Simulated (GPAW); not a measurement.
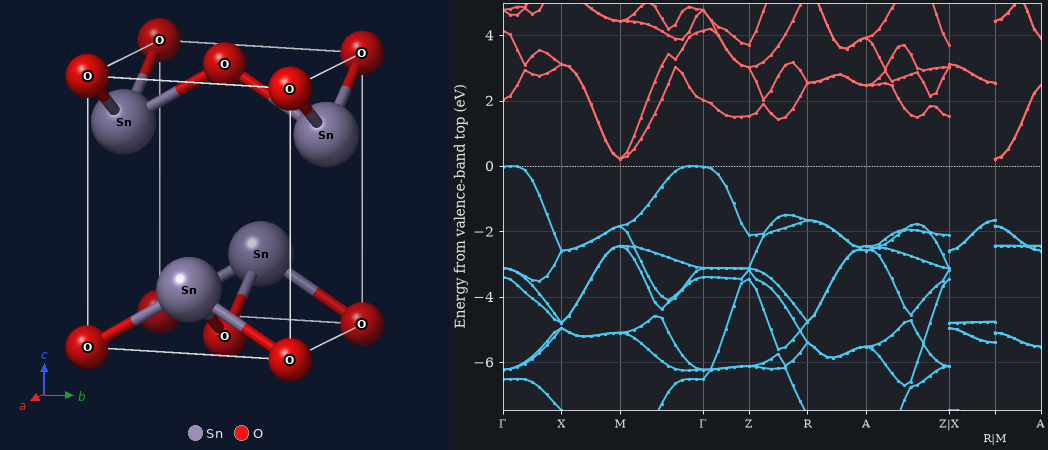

Band structure, beside the structure. Energies are counted from the top of the valence band.

Structure: SnO, space group P4/nmm, 4 atoms in the cell; a = 3.814 Å, c = 4.887 Å (tetragonal axes).

Computed with GPAW: LDA, the program's PAW data sets (release 1.2.1) made for this functional, no spin polarisation, no spin-orbit coupling, 6×6×5 k mesh, 800 eV cutoff, Fermi-Dirac smearing of 0.05 eV.

Read off the fundamental gap and say whether it is direct.

Answer. The bands leave a gap. The gap along this path is 0.21 eV and indirect, from the valence-band top between M and Γ to the conduction-band bottom at M; the smallest direct gap is 1.97 eV, between Γ and Z. At Γ the top valence band lies only 0.02 eV lower.

How much do the top valence band and the lowest conduction band disperse along the path?

Answer. The top valence band spans 2.6 eV and the lowest conduction band 2.9 eV.

LDA, GGA and most meta-GGA functionals understate gaps. The cell is at −4 GPa in this functional. The usual form of SnO is litharge (tetragonal).
